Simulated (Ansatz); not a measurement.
Consider Zn4Se3 (slab).

Input file:

```
crystal:
  lattice:
    - [4.0530231363, 0.0, 0.0]
    - [0.0, 4.0530231363, 0.0]
    - [0.0, 0.0, 23.5977604321]
  atoms:
    - { symbol: Zn, position: [0.5, 0.5, 0.317826771] }
    - { symbol: Se, position: [0.5, 0.0, 0.3785511806] }
    - { symbol: Zn, position: [0.0, 0.0, 0.4392755903] }
    - { symbol: Se, position: [0.0, 0.5, 0.5] }
    - { symbol: Zn, position: [0.5, 0.5, 0.5607244097] }
    - { symbol: Se, position: [0.5, 0.0, 0.6214488194] }
    - { symbol: Zn, position: [0.0, 0.0, 0.682173229] }
basis:
  ecutwfc: 420
kpoints:
  mp_grid: { grid: [7, 7, 1] }
hamiltonian:
  xc: pbe
scf:
  occupations: { method: gaussian, width: 0.05 }
output:
  forces: true
  stress: true
  eigenvalues: true
  write_density: true
  write_potential: true
  elf: true
  volumetric_format: npy
efield:
  axis: 3
  dipole_correction: true
  ramp_width: 0.04
```

Command:

```sh
ansatz run input.yaml --threads 1 --pin off --max-ram 2560MiB --backend cpu --events-out ev --progress --plain --runs-dir out
```

These are results of DFT PBE, scalar-relativistic, plane waves, PAW (Ansatz 0.2.0), not measurements.

What can the converged valence pseudo-density and electron localisation function tell about the bonding?

Zn–Se (2.48 Å): ρ is about 0.44 e/Å³ halfway; the ELF is about 0.60 at the midpoint.

Metal or insulator at this level of theory?

It is metallic or semimetallic at this level of theory: no gap opens.

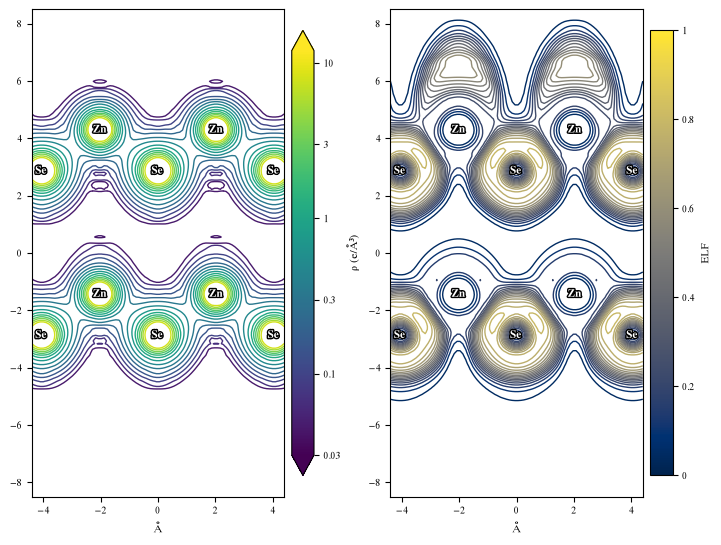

Computed valence pseudo-density and electron localisation function on the (010) plane of the calculation cell, a cut from vacuum to vacuum, in this order. 

The density is the valence pseudo-density of a PAW calculation; it isn't the true density close to the nuclei.
